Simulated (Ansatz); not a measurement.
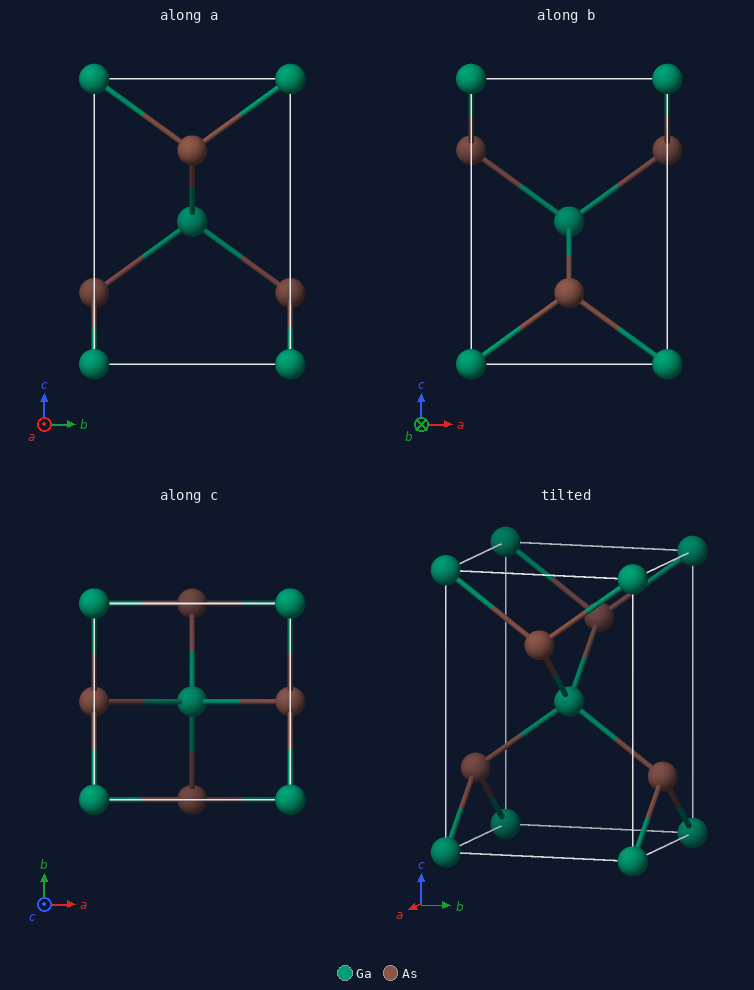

An orthographic ball-and-stick view of the structure, along the a axis, along the b axis, along the c axis and slightly off an axis. The wireframe shows the conventional unit cell.

Lattice parameters: a = 3.8968 Å, b = 3.8968 Å, c = 5.6662 Å, α = 90.000°, β = 90.000°, γ = 90.000°.

Q: Put the structure into a CIF in P1 with every atom of the cell.

A:
```cif
data_structure
_symmetry_space_group_name_H-M 'P 1'
_symmetry_Int_Tables_number 1
_cell_length_a 3.8968
_cell_length_b 3.8968
_cell_length_c 5.6662
_cell_angle_alpha 90.000
_cell_angle_beta 90.000
_cell_angle_gamma 90.000
_cell_volume 86.04
loop_
_atom_site_label
_atom_site_type_symbol
_atom_site_fract_x
_atom_site_fract_y
_atom_site_fract_z
_atom_site_occupancy
Ga1 Ga 0.0000 0.0000 0.0000 1
As1 As 0.5000 0.0000 0.2500 1
Ga2 Ga 0.5000 0.5000 0.5000 1
As2 As 0.0000 0.5000 0.7500 1
```

The model was built from a structure type filled with these elements by a generator (whether the compound takes this form wasn't checked). The cell was then strained or its atoms displaced on purpose. An electronic-structure calculation with Ansatz was run on it.

At this level of theory the cell isn't at rest (compressed, at 7 GPa), so its distances can differ from those at equilibrium, the more so the softer the solid.
